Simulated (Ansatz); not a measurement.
## Run report: ZnSe, geometry relaxation (part 2 of 2)

Continued. System: ZnSe (6 atoms in the cell). Method: DFT PBE, scalar-relativistic, plane waves, PAW, no spin polarisation (Ansatz 0.2.0); cutoff 420 eV, 12×12×4 k-mesh, Gaussian smearing of 0.1 eV. The structure was made by a generator, so it may or may not be a known phase.

Geometry of the input (Å; fractional positions):
```
3.8330  0.0000  0.0000
-1.9165  3.3195  0.0000
0.0000  0.0000  10.7515
Zn 0.6667  0.3333  0.2196
Zn 0.6667  0.3333  0.7804
Zn 0.3333  0.6667  0.5000
Se 0.0000  0.0000  0.3344
Se 0.0000  0.0000  0.6656
Se 0.6667  0.3333  0.0000
```

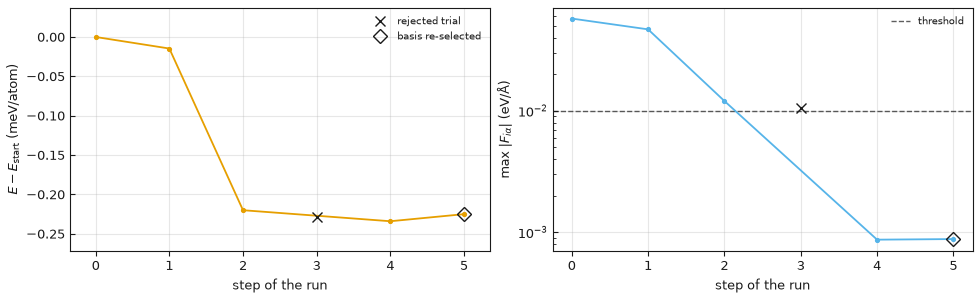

Fig. 1: Progress of the relaxation, step by step (the first geometry is step 0 here and step 1 in the log). After 4 geometry steps the energy has fallen by 0.2 meV per atom. The largest force component goes from 0.058 to 0.00088 eV/Å. The pressure goes from −0.07 to 0.00 GPa. The line search rejected the trial step at point 3 (counted from 0) and went back. The largest moves relative to the cell, 0.013 Å, are those of Se4 and Se5. Largest moves by element: Se 0.013 Å, Zn 0.007 Å. A last SCF at the same geometry on a re-selected plane-wave basis shifts the energy by +0.0 meV per atom. (Atoms are counted from 1 in the order of the input.)

```
basis re-selected at this cell: Δ(F+E_penalty+E_count) = +5.387e-5 eV, ΔP = -0.000 GPa vs the last step (what re-selecting the basis moved, of the pressure what is left beyond the Pulay correction that the steps carried, after the strain that the cell walked since its last selection, with what the two solves' SCF thresholds leave and, on support functions, any second-order correction that the steps lacked; it is no measure of the basis error at this ecutwfc). The dense FFT grid was sized anew with the basis: this SCF ran on 27×27×75 points, the steps before it on 27×27×72, so part of this shift can come from that change (see relax.cell in the input reference). This SCF's stress stands 2.90e-3 GPa from its target on what of the cell is left free (relax.cell.stress_tol is 5.00e-2 GPa) and its largest allowed force component is 8.80e-4 eV/Å (relax.f_tol is 1.00e-2 eV/Å): within both
SCF converged after 7 iterations
Free energy (F): -26365.595097 eV
Harris-Foulkes:  -26365.595097 eV  (|F-HF|=2.91e-11)
Internal energy: -26365.575361 eV  (E = F + TS)
E sigma→0 (E₀):  -26365.585229 eV
Entropy (-TS):   -0.019736 eV (-3.289 meV/atom)
Fermi energy:    7.459181 eV
--- Per-component energies (eV) ---
  E_band       = -1148.008566
  E_kinetic    = 745.560167
  E_local      = -13174.794569  (includes V_loc(G=0)·N_el)
  E_nonlocal   = 57.811430
  E_hartree    = 6104.367643
  E_xc         = -720.936321
  E_vxc        = -446.020985  (∫ρ·V_xc dr)
  E_paw        = -11220.549742  (= ΣΔE_a)
  E_vpaw       = -539.296897  (= ΣTr[D̂ρ^β])
  E_aug_tail   = -0.002882  (compensation charges beyond the density's cutoff)
  E_ewald      = -8157.031089
  E_smearing   = -0.019736  (= −TS)
  E_closure    = 0.000000  (closes the sum)
  Σ components = -26365.595097   (vs F -26365.595097, Δ=0.00e0)
--- Forces (eV/Å), atoms counted from 1 ---
  atom   1  Zn    -0.00000000     0.00000000    -0.00088015
  atom   2  Zn    -0.00000000     0.00000000     0.00088015
  atom   3  Zn     0.00000000    -0.00000000     0.00000000
  atom   4  Se     0.00000000    -0.00000000    -0.00004317
  atom   5  Se     0.00000000    -0.00000000     0.00004317
  atom   6  Se     0.00000000    -0.00000000     0.00000000
  max |Σ_I F_I| component: 1.39e-17 eV/Å
--- Stress (GPa, compression-positive) ---
        0.000460       0.000000       0.000000
       -0.000000       0.000460       0.000000
        0.000000       0.000000      -0.002903
  P = ⅓ Tr σ = -0.0007 GPa (-0.007 kbar)
--- Band table (eV; the first three rows and the last of 57) ---
  k-point 0: bands = ["-40.4181", "-40.4181", "-40.4180", "-40.4180", "-40.4148", "-40.4144", "-40.4144", "-40.4143", "-40.4143", "-40.4142", "-39.6670", "-39.6351", "-39.6351", "-39.5742", "-39.5742", "-6.6954", "-6.3223", "-5.1280", "0.0393", "0.0638", "0.1650", "0.1650", "0.1968", "0.1968", "0.3415", "0.3415", "0.3539", "0.3539", "0.3686", "0.4088", "0.4088", "0.4421", "0.4421", "1.8724", "2.0123", "5.8254", "6.1934", "6.1934", "6.4797", "6.4797", "6.7148", "7.8752", "7.8752", "9.6493", "11.0378", "12.0393", "12.4636", "12.4636", "13.3391", "13.3391", "13.9970"]
  k-point 1: bands = ["-40.4181", "-40.4181", "-40.4180", "-40.4180", "-40.4148", "-40.4144", "-40.4144", "-40.4143", "-40.4143", "-40.4142", "-39.6670", "-39.6351", "-39.6351", "-39.5742", "-39.5742", "-6.6846", "-6.3408", "-5.1169", "-0.0089", "0.1597", "0.1672", "0.1672", "0.1949", "0.1949", "0.3417", "0.3417", "0.3500", "0.3500", "0.3617", "0.4153", "0.4153", "0.4391", "0.4391", "1.3029", "2.8267", "5.0047", "6.2074", "6.2074", "6.4589", "6.4589", "7.4161", "7.8872", "7.8872", "9.3275", "11.4111", "12.0610", "12.3359", "12.3359", "13.5793", "13.5793", "13.8792"]
  k-point 2: bands = ["-40.4181", "-40.4181", "-40.4180", "-40.4180", "-40.4148", "-40.4144", "-40.4144", "-40.4143", "-40.4143", "-40.4142", "-39.6670", "-39.6351", "-39.6351", "-39.5742", "-39.5742", "-6.6726", "-6.3602", "-5.1061", "-0.0268", "0.1697", "0.1697", "0.1925", "0.1925", "0.2532", "0.3393", "0.3419", "0.3419", "0.3466", "0.3466", "0.4239", "0.4239", "0.4336", "0.4336", "1.0447", "3.8611", "3.8905", "6.2239", "6.2239", "6.4356", "6.4356", "7.8990", "7.8990", "7.9781", "8.9417", "11.8302", "12.0709", "12.2397", "12.2397", "13.7409", "13.7970", "13.8184"]
  k-point 56: bands = ["-40.4180", "-40.4179", "-40.4179", "-40.4178", "-40.4144", "-40.4143", "-40.4143", "-40.4142", "-40.4142", "-40.4138", "-39.6668", "-39.6352", "-39.6352", "-39.5739", "-39.5739", "-5.7015", "-5.4741", "-4.6169", "0.0568", "0.0669", "0.1398", "0.1566", "0.2257", "0.2610", "0.3757", "0.3798", "0.3977", "0.4080", "0.4152", "0.4698", "0.5844", "0.6239", "0.6844", "1.7574", "2.4351", "2.5788", "3.2525", "3.9133", "4.2905", "5.0155", "5.7884", "6.4247", "7.4098", "9.3588", "9.8871", "11.6144", "11.7242", "12.3236", "13.4495", "14.5220", "15.0465"]
--- Relaxed structure (5 steps of the walk, 4 accepted, 1 SCFs on fresh bases) ---
  F+E_penalty+E_count = -26365.59509743 eV   max|allowed force component| = 8.802e-4 eV/Å   (the final SCF, on the basis selected at the relaxed cell)
  cell:  # Å, volume = 136.5711 Å³
    - [3.8249224653138536, 0.0, 0.0]
    - [-1.9124612326569268, 3.3124800224676005, 0.0]
    - [0.0, 0.0, 10.779113670548176]
  atoms:
    - { symbol: Zn, position: [0.6666666666666666, 0.3333333333333333, 0.2188795142278039] }
    - { symbol: Zn, position: [0.6666666666666666, 0.3333333333333333, 0.7811204857721962] }
    - { symbol: Zn, position: [0.3333333333333334, 0.6666666666666667, 0.5] }
    - { symbol: Se, position: [1.747573279275183e-17, -8.635067969181118e-17, 0.33317554584075665] }
    - { symbol: Se, position: [1.747573279275183e-17, -8.635067969181118e-17, 0.6668244541592435] }
    - { symbol: Se, position: [0.6666666666666666, 0.3333333333333333, 5.3782592798362966e-20] }
```

### Trajectory as extended XYZ (Å, eV, eV/Å), 6 frames, from step=1 to step=6
```
6
Lattice="3.8330 0.0000 0.0000 -1.9165 3.3195 0.0000 0.0000 0.0000 10.7515" Properties=species:S:1:pos:R:3:forces:R:3 step=1 energy=-26365.59375 pressure_GPa=-0.07
Zn    1.9165    1.1065    2.3607    0.0000   0.0000  -0.0153
Zn    1.9165    1.1065    8.3908    0.0000   0.0000   0.0153
Zn    0.0000    2.2130    5.3757    0.0000   0.0000   0.0000
Se    0.0000    0.0000    3.5950    0.0000   0.0000  -0.0575
Se    0.0000    0.0000    7.1565    0.0000   0.0000   0.0575
Se    1.9165    1.1065    0.0000    0.0000   0.0000   0.0000
6
Lattice="3.8192 0.0000 0.0000 -1.9096 3.3075 0.0000 0.0000 0.0000 10.8215" Properties=species:S:1:pos:R:3:forces:R:3 step=2 energy=-26365.59383 pressure_GPa=-0.11
Zn    1.9096    1.1025    2.3578    0.0000   0.0000   0.0469
Zn    1.9096    1.1025    8.4637    0.0000   0.0000  -0.0469
Zn    0.0000    2.2050    5.4108    0.0000   0.0000   0.0000
Se    0.0000    0.0000    3.5985    0.0000   0.0000   0.0180
Se    0.0000    0.0000    7.2230    0.0000   0.0000  -0.0180
Se    1.9096    1.1025    0.0000    0.0000   0.0000   0.0000
6
Lattice="3.8252 0.0000 0.0000 -1.9126 3.3127 0.0000 0.0000 0.0000 10.7843" Properties=species:S:1:pos:R:3:forces:R:3 step=3 energy=-26365.59507 pressure_GPa=-0.05
Zn    1.9126    1.1042    2.3590    0.0000   0.0000   0.0119
Zn    1.9126    1.1042    8.4253    0.0000   0.0000  -0.0119
Zn    0.0000    2.2085    5.3921    0.0000   0.0000   0.0000
Se    0.0000    0.0000    3.5951    0.0000   0.0000  -0.0121
Se    0.0000    0.0000    7.1891    0.0000   0.0000   0.0121
Se    1.9126    1.1042    0.0000    0.0000   0.0000   0.0000
6
Lattice="3.8245 0.0000 0.0000 -1.9122 3.3121 0.0000 0.0000 0.0000 10.7706" Properties=species:S:1:pos:R:3:forces:R:3 step=4 energy=-26365.59512 pressure_GPa=0.07 accepted=F
Zn    1.9122    1.1040    2.3570    0.0000   0.0000   0.0033
Zn    1.9122    1.1040    8.4136    0.0000   0.0000  -0.0033
Zn    0.0000    2.2081    5.3853    0.0000   0.0000   0.0000
Se    0.0000    0.0000    3.5864    0.0000   0.0000   0.0106
Se    0.0000    0.0000    7.1842    0.0000   0.0000  -0.0106
Se    1.9122    1.1040    0.0000    0.0000   0.0000   0.0000
6
Lattice="3.8249 0.0000 0.0000 -1.9125 3.3125 0.0000 0.0000 0.0000 10.7791" Properties=species:S:1:pos:R:3:forces:R:3 step=5 energy=-26365.59515 pressure_GPa=-0.00
Zn    1.9125    1.1042    2.3593    0.0000   0.0000  -0.0009
Zn    1.9125    1.1042    8.4198    0.0000   0.0000   0.0009
Zn    0.0000    2.2083    5.3896    0.0000   0.0000   0.0000
Se    0.0000    0.0000    3.5913    0.0000   0.0000  -0.0001
Se    0.0000    0.0000    7.1878    0.0000   0.0000   0.0001
Se    1.9125    1.1042    0.0000    0.0000   0.0000   0.0000
6
Lattice="3.8249 0.0000 0.0000 -1.9125 3.3125 0.0000 0.0000 0.0000 10.7791" Properties=species:S:1:pos:R:3:forces:R:3 step=6 energy=-26365.59510 pressure_GPa=-0.00
Zn    1.9125    1.1042    2.3593    0.0000   0.0000  -0.0009
Zn    1.9125    1.1042    8.4198    0.0000   0.0000   0.0009
Zn    0.0000    2.2083    5.3896    0.0000   0.0000   0.0000
Se    0.0000    0.0000    3.5913    0.0000   0.0000   0.0000
Se    0.0000    0.0000    7.1878    0.0000   0.0000   0.0000
Se    1.9125    1.1042    0.0000    0.0000   0.0000   0.0000
```

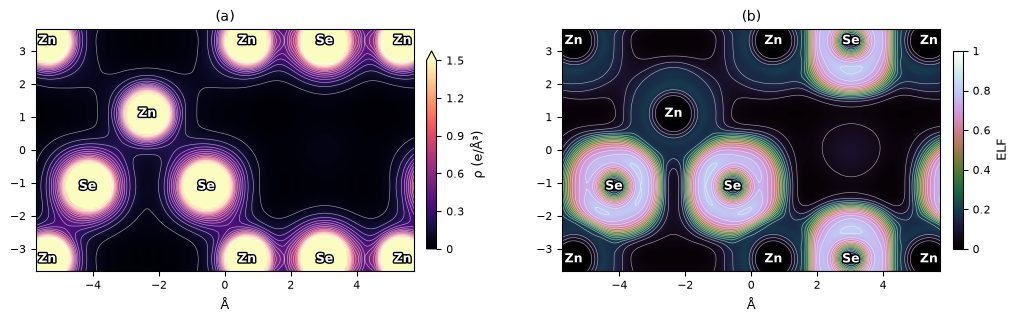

Fig. 2: (a) valence pseudo-density; (b) electron localisation function on the (110) plane of the conventional cell. Zn–Se (2.36 Å): ρ at the midpoint is about 0.47 e/Å³; the ELF is about 0.55 at the midpoint; no shared pair; the contact is polar. Zn–Se (2.53 Å): the density is about 0.4 e/Å³ at the midpoint; the ELF is about 0.55 at the midpoint (a polar contact without a shared pair, in a metal). Away from the nuclei the density in this plane falls to 0.01 e/Å³ at its lowest. The fields are those of the smooth PAW valence density.

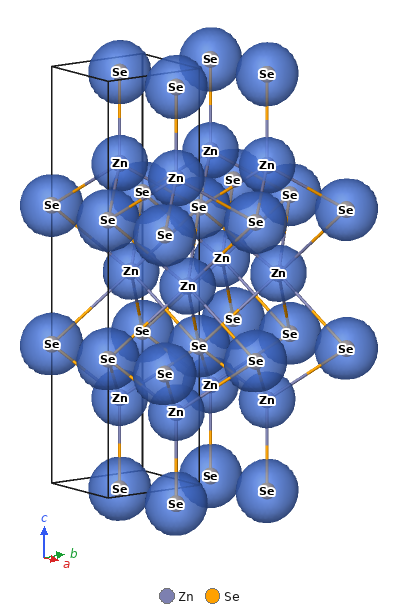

Fig. 3: Isosurface of the valence electron density at 1 e/Å³ (blue), seen slightly off an axis. Sticks mark near contacts. The outline is the cell set on symmetry axes. At this value the density breaks into separate islands; it holds about 70 % of the electrons treated as valence. It is pinched off along the Zn–Se (2.36 Å) and Zn–Se (2.53 Å) contacts. On the grid the lowest density along these lines, outside the cores, is 0.45 e/Å³ (Zn–Se, 2.36 Å) and 0.37 e/Å³ (Zn–Se, 2.53 Å).

### Summary

| quantity | value |
| --- | --- |
| outcome | converged |
| space group (tolerance 0.01 Å) | P-6m2 (187) |
| electrons treated | 84 |
| free energy | −26365.5951 eV |
| Fermi energy | 7.459 eV |
| gap on the k-point mesh | none (metallic) |
| pressure | 0.00 GPa |
| final volume | 136.57 Å³ |
| largest force (length of the vector) at the end | 0.001 eV/Å |
| final cell | a = 3.825 Å, b = 3.825 Å, c = 10.779 Å, α = 90.00°, β = 90.00°, γ = 120.00° |
| wall time | 4.7 min |
| peak memory | 0.56 GiB |
